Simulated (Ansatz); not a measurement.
```cif
data_structure
_symmetry_space_group_name_H-M 'P 1'
_symmetry_Int_Tables_number 1
_cell_length_a 5.7636
_cell_length_b 11.1183
_cell_length_c 11.1344
_cell_angle_alpha 90.000
_cell_angle_beta 90.000
_cell_angle_gamma 90.000
_cell_volume 713.50
loop_
_atom_site_label
_atom_site_type_symbol
_atom_site_fract_x
_atom_site_fract_y
_atom_site_fract_z
_atom_site_occupancy
Cs1 Cs 0.50000 0.50000 0.49499 1
Cs2 Cs 0.50000 0.00000 0.99499 1
Cs3 Cs 0.50000 0.00000 0.48979 1
Cs4 Cs 0.50000 0.50000 0.98979 1
Pb1 Pb 0.00000 0.25064 0.24279 1
Pb2 Pb 0.00000 0.75064 0.74279 1
Pb3 Pb 0.00000 0.74936 0.24279 1
Pb4 Pb 0.00000 0.24936 0.74279 1
Cl1 Cl 0.00000 0.19135 0.49324 1
Cl2 Cl 0.00000 0.69135 0.99324 1
Cl3 Cl 0.50000 0.74895 0.24066 1
Cl4 Cl 0.50000 0.24895 0.74066 1
Cl5 Cl 0.50000 0.25105 0.24066 1
Cl6 Cl 0.50000 0.75105 0.74066 1
Cl7 Cl 0.00000 0.50000 0.30461 1
Cl8 Cl 0.00000 0.00000 0.80461 1
Cl9 Cl 0.00000 0.00000 0.18523 1
Cl10 Cl 0.00000 0.50000 0.68523 1
Cl11 Cl 0.00000 0.80865 0.49324 1
Cl12 Cl 0.00000 0.30865 0.99324 1
```

Space group Amm2. The cell comes from a database of computed structures, not from a measurement.

These are results of Ansatz 0.2.0, DFT PBE, scalar-relativistic, plane waves, PAW, not measurements.

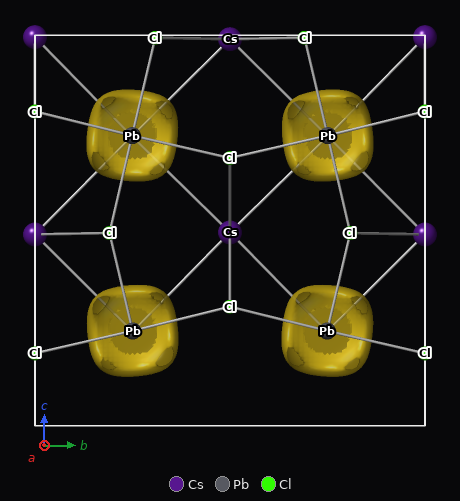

CsPbCl₃. Where the extra electron sits when 0.5 electron is added to the 10-atom cell of the calculation (uniform compensating background, atoms fixed); the change of density for each carrier, counted positive where the carrier is: yellow surfaces at +0.01, none at −0.01 1/Å³, in the conventional cell seen along the a axis (the regions close to the nuclei are left out). Cores are masked to 1.0 Å (Cs), 0.9 Å (Pb) and 0.7 Å (Cl).

Core electrons are frozen (PAW), so the fields are smoothed inside the atomic spheres.

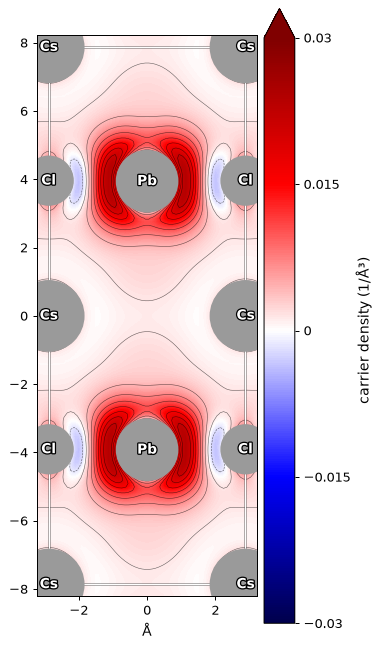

The same field as a map on the (011) plane of the conventional cell, with grey discs over the atomic cores.

Q: Where does the doped charge go?

A: Summed over atomic cells sized by the Bader volumes, the added electron divides as Cl about 55 %, Pb about 35 % and Cs about 10 %; the most favoured element is Pb, which fills 15 % of the volume.
- Over the whole cell, outside the cores, it is densest 1.2 Å from a lead nucleus and 1.9 Å from a chlorine one.
- The counter-flow of charge adds up to under 0.1 e for each carrier.
- These are shares of the net change, screening included; the states that take the carrier can be more concentrated.

Run times: 61 s (electron) and 64 s (base cell), on 2 threads of Arm Neoverse V1, with other jobs on the host.
